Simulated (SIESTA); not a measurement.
**Fe: 6 runs along one coordinate**

System: Fe (2 atoms in the cell).
Method: Kohn-Sham DFT of a periodic cell, LDA, PseudoDojo 0.4 standard, converted to PSML, spin-polarised (SIESTA 5.4.2).

The 6 runs differ only in the geometry, by an even scaling of the cell at fixed fractional positions. The structure derives from a Materials Project entry.

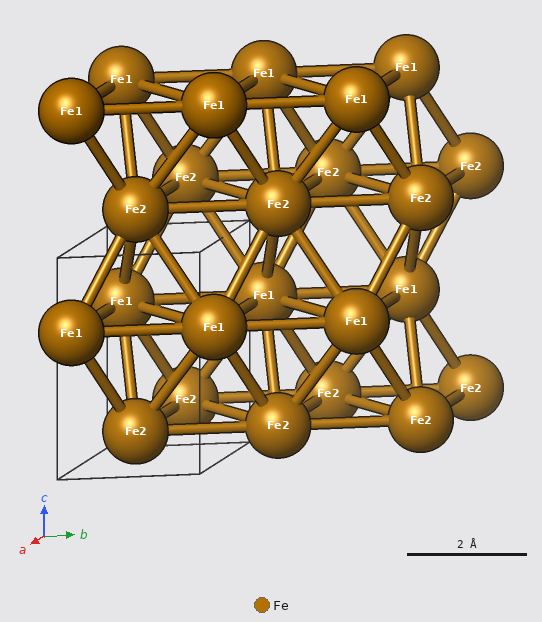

Figure 1. The structure of run 4 (ball-and-stick view of the cell of the calculation, repeated 2 × 3 × 2, seen slightly off an axis; atoms are numbered from 1 in the order of the input). An atom can appear more than once, as a periodic image.

## Input of run 4
```
SystemName                      Fe
SystemLabel                     Fe
NumberOfSpecies                 1
NumberOfAtoms                   2
%block ChemicalSpeciesLabel
  1  26 Fe
%endblock ChemicalSpeciesLabel

LatticeConstant                 1.0 Ang
%block LatticeVectors
     2.4341575853     0.0000000000     0.0000000000
    -1.2170787927     2.1080423057     0.0000000000
     0.0000000000     0.0000000000     3.8419344700
%endblock LatticeVectors
AtomicCoordinatesFormat         Fractional
%block AtomicCoordinatesAndAtomicSpecies
     0.6666666667     0.3333333333     0.7500000000  1  Fe
     0.3333333333     0.6666666667     0.2500000000  1  Fe
%endblock AtomicCoordinatesAndAtomicSpecies

%block kgrid.MonkhorstPack
    9   0   0  0.0
    0   9   0  0.0
    0   0   5  0.0
%endblock kgrid.MonkhorstPack
XC.Functional                   LDA
XC.Authors                      PW92
PAO.BasisSize                   DZP
PAO.EnergyShift                 0.003 Ry
Mesh.Cutoff                     800 Ry
Spin                            polarized
%block DM.InitSpin
    1   3.000
    2   3.000
%endblock DM.InitSpin
OccupationFunction              FD
ElectronicTemperature           0.05 eV
MaxSCFIterations                200
SCF.MustConverge                false
SCF.Mixer.Method                Pulay
SCF.Mixer.Weight                0.1
SCF.Mixer.History               10
SCF.DM.Tolerance                5.0e-05
SCF.H.Tolerance                 1.0e-03 eV
WriteForces                     true
Charge.Mulliken                 end
%block PAO.Basis
  Fe 5
  n=3 0 2
    2.635 0.000
  n=4 0 2
    7.489 0.000
  n=3 1 2
    2.949 0.000
  n=4 1 1
    7.489
  n=3 2 2
    4.849 0.000
%endblock PAO.Basis
```

Command:
```bash
siesta Fe.fdf > Fe.out 2>&1
```

Lattice vectors (Å) and fractional positions of run 4:
```
   2.434158    0.000000    0.000000
  -1.217079    2.108042    0.000000
   0.000000    0.000000    3.841934
Fe  0.666667  0.333333  0.750000
Fe  0.333333  0.666667  0.250000
```

Run 2 differs from it as follows:
```diff
-     2.4341575853     0.0000000000     0.0000000000
-    -1.2170787927     2.1080423057     0.0000000000
-     0.0000000000     0.0000000000     3.8419344700
+     2.4012595311     0.0000000000     0.0000000000
+    -1.2006297656     2.0795517550     0.0000000000
+     0.0000000000     0.0000000000     3.7900100715
```

## Results, with one run withheld

```csv
run,volume per atom (Å³),"free energy per atom, from the lowest run given (meV)",pressure (GPa)
1,9.266,11.15,12.35
2,9.463,?,?
3,9.660,0.00,−2.90
4,9.857,7.81,−9.60
5,10.054,23.43,−15.40
6,10.251,45.85,−21.02
```

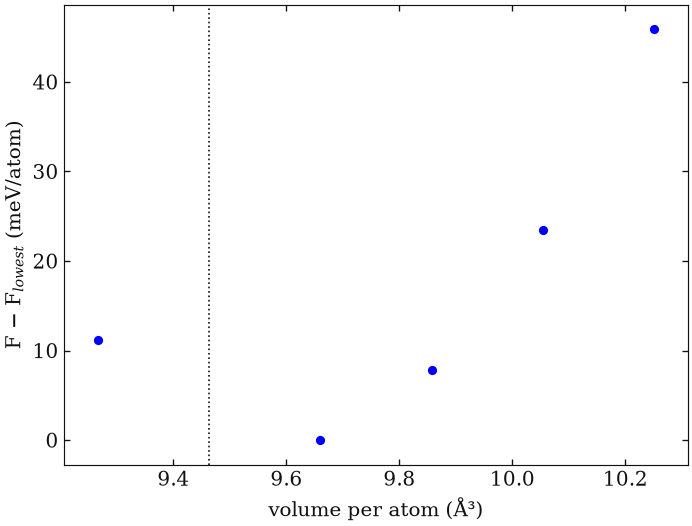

Figure 2. Free energy per atom of the runs given; the dotted line marks run 2.

What should run 2 give?

A cubic polynomial in V^(−2/3) (the Birch–Murnaghan form), fitted to the 5 runs given, misses them by at most 0.03 meV per atom. With x = V^(−2/3) − 0.21825 Å⁻², it reads F = 5.1206 − 3388 x + 4.8278e+05 x² + 5.0553e+05 x³ (meV per atom). At run 2 it gives 0.75 meV per atom, and the run itself gives 0.93. The slope of the fit gives a pressure −dF/dV of 4.39 GPa there, and the run prints 4.70 GPa. The two needn't agree exactly: the fit is approximate, and the printed stress is taken on a finite basis. The fit has its minimum at 9.577 Å³ per atom, where V d²F/dV² gives 357 GPa. Cell shape and fractional positions are held, so this is the stiffness under even scaling; the relaxed bulk modulus wasn't computed.

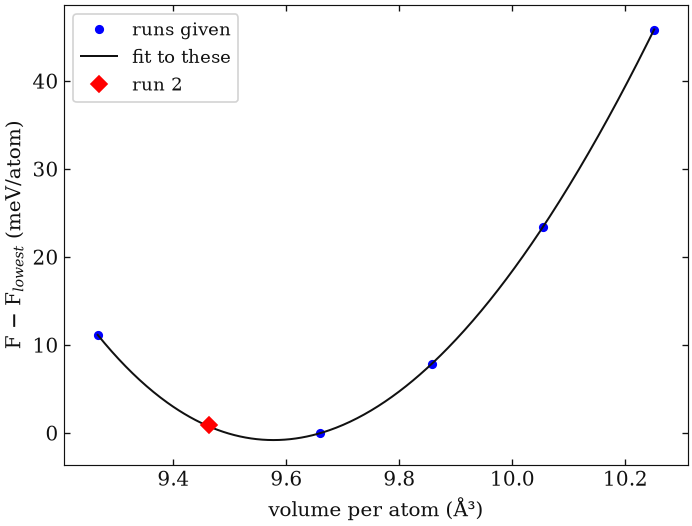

Figure 3. The fit and the withheld run.

## Some lines of the output (run 2)
```
[...]
outcell: Cell volume (Ang**3)        :     18.9256
stepf: Fermi-Dirac step function
siesta: Etot    =     -6812.658966
siesta: FreeEng =     -6812.695226
        iscf     Eharris(eV)        E_KS(eV)     FreeEng(eV)     dDmax    Ef(eV) dHmax(eV)
siesta: E_KS(eV) =            -6815.7251
siesta: E_KS - E_eggbox =     -6815.7251
siesta: Etot    =     -6815.725050
siesta: FreeEng =     -6815.740021
siesta:         Fermi =      -6.859049
siesta: Cell volume =         18.925580 Ang**3
    Orbital volume contribution        =           1.799418 eV
```

Notes: Points of doubt noted for this run: mulliken charges of long orbitals. With a small basis of atomic orbitals these values can differ much from converged plane-wave results.
